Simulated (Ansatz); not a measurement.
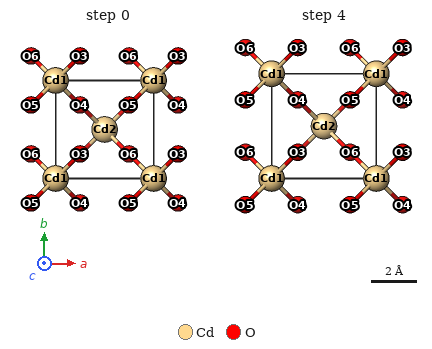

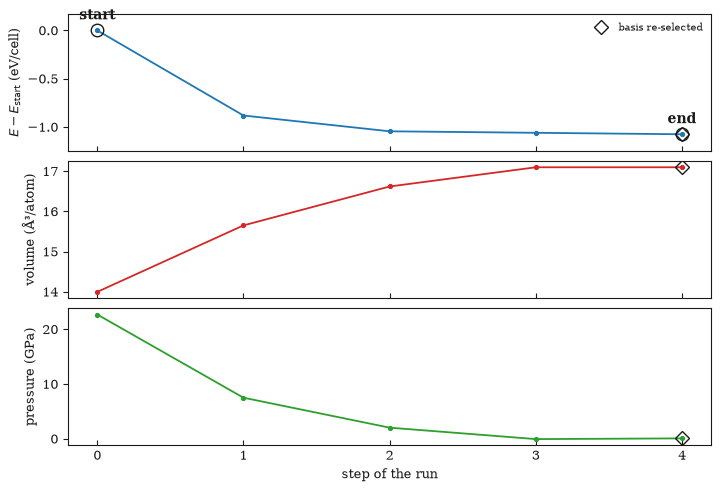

First and last geometry of a relaxation of a crystal of CdO2 (built on the cuprite_224 type) (coarse preliminary run), with the history of the run. Style: ball-and-stick. Shown: the cell of the calculation, along the c axis.

Case: anti-cuprite type (Pn-3m, No. 224).

All numbers below come from DFT r2SCAN, scalar-relativistic, plane waves, PAW (Ansatz).

The input:
```yaml
crystal:
  lattice:
    - [4.3792366602, 0.0, 0.0]
    - [0.0, 4.3792366602, 0.0]
    - [0.0, 0.0, 4.3792366602]
  atoms:
    - { symbol: Cd, position: [0.0, 0.0, 0.0] }
    - { symbol: Cd, position: [0.5, 0.5, 0.5] }
    - { symbol: O, position: [0.25, 0.25, 0.25] }
    - { symbol: O, position: [0.25, 0.75, 0.75] }
    - { symbol: O, position: [0.75, 0.75, 0.25] }
    - { symbol: O, position: [0.75, 0.25, 0.75] }
basis:
  ecutwfc: 500
kpoints:
  mp_grid: { grid: [4, 4, 4] }
hamiltonian:
  xc: r2scan
scf:
  occupations: { method: gaussian, width: 0.1 }
  lower_state_search: "off"
output:
  forces: true
  stress: true
  eigenvalues: true
relax:
  adjacent_minimum: "off"
  f_tol: 0.04
  max_steps: 70
  cell: { stress_tol: 0.4 }
```

Launched with:
```bash
ansatz run input.yaml --threads 1 --pin off --max-ram 2560MiB --backend cpu --events-out ev --progress --plain --runs-dir out
```

Read the history and describe the run.

It converged. After 3 accepted moves (4 points after the start) the energy has fallen by 1.075 eV per cell of the calculation. All forces vanish by symmetry, so only the cell relaxes. Pressure: 22.70 GPa at the start and 0.07 GPa at the end. At 1 point the geometry stayed and the basis and grid were re-selected for the new cell (energy shift of 15.2 meV per cell of the calculation at most each time). No atom moves by more than 0.005 Å relative to the cell. Cell: a = b = c 4.379 → 4.681 Å (+6.9 %). Volume +22.2 %. Among the contacts that change: Cd1–O3 1.896 → 2.027 Å. The space group stays Pn-3m (No. 224).
